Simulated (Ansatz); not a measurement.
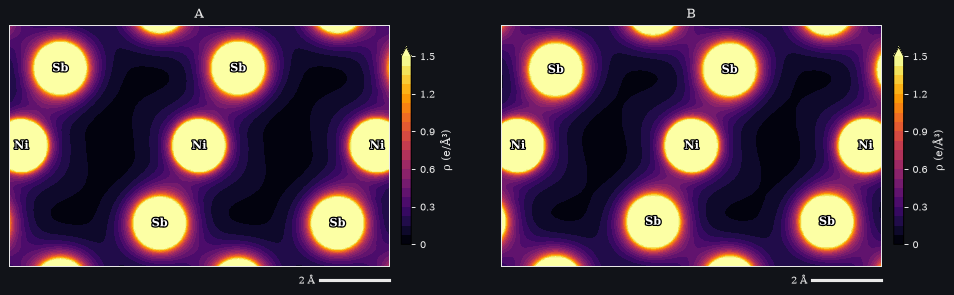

NiSb$_{2}$. The valence charge density (pseudo) of two cells that differ in size, on the (001) plane of each (indices in the axes of the calculation cell), at one length scale and on one colour scale; one has 19.4 and the other 20.6 Å³ an atom.

Space group Pnnm; computed without spin polarisation.

These are results of Ansatz, DFT PBEsol, scalar-relativistic, plane waves, PAW, not measurements.

In a PAW calculation such maps are meaningful between the atoms, not at the nuclei.

The larger cell:

```yaml
crystal:
  lattice:
    - [5.15044, 0.00000, 0.00000]
    - [0.00000, 6.27527, 0.00000]
    - [0.00000, 0.00000, 3.83116]
  atoms:
    - { symbol: Ni, position: [0.00000, 0.00000, 0.00000] }
    - { symbol: Ni, position: [0.50000, 0.50000, 0.50000] }
    - { symbol: Sb, position: [0.22072, 0.35782, 0.00000] }
    - { symbol: Sb, position: [0.77928, 0.64218, 0.00000] }
    - { symbol: Sb, position: [0.72072, 0.14218, 0.50000] }
    - { symbol: Sb, position: [0.27928, 0.85782, 0.50000] }
```

The smaller cell: a = 5.034 Å, b = 6.171 Å, c = 3.747 Å, α = 90.00°, β = 90.00°, γ = 90.00°.

> Which panel shows the smaller cell, and what does the compression change?

Panel B is the smaller cell, by 6 % in volume. From the larger cell to the smaller, Ni–Sb goes from 2.52 to 2.46 Å, and the density at its midpoint from 0.45 to 0.49 e/Å³; the pressure goes from 0.0 to 7 GPa.
